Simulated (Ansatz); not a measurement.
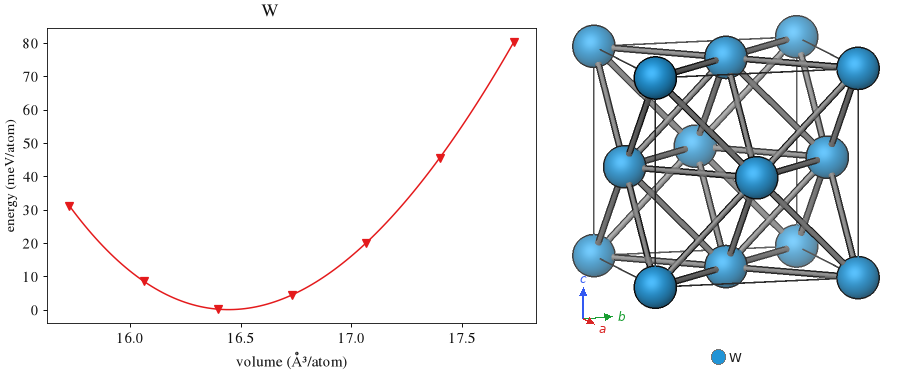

Plotted: energy against volume for W, space group Fm-3m (No. 225). The conventional cell is drawn beside the plot.

Cell as given: a = 2.871 Å, b = 2.871 Å, c = 2.871 Å, α = 60.00°, β = 60.00°, γ = 60.00°; 1 atom.

Calculation (Ansatz 0.2.0): plane-wave DFT, no spin polarisation; energies at scaled volumes of the given cell, shape and fractions fixed, counted from the fit's minimum, third-order Birch-Murnaghan fit. Level: PBE.

k mesh 11×11×11; occupations Fermi–Dirac; smearing width 0.05 eV; potentials Ansatz PAW; wave cutoff 420 eV; density cutoff 1680 eV.

> Give the fitted equation-of-state parameters.

A third-order Birch–Murnaghan fit gives V0 = 16.45 Å³/atom, B0 = 292 GPa and B′ = 4.5.
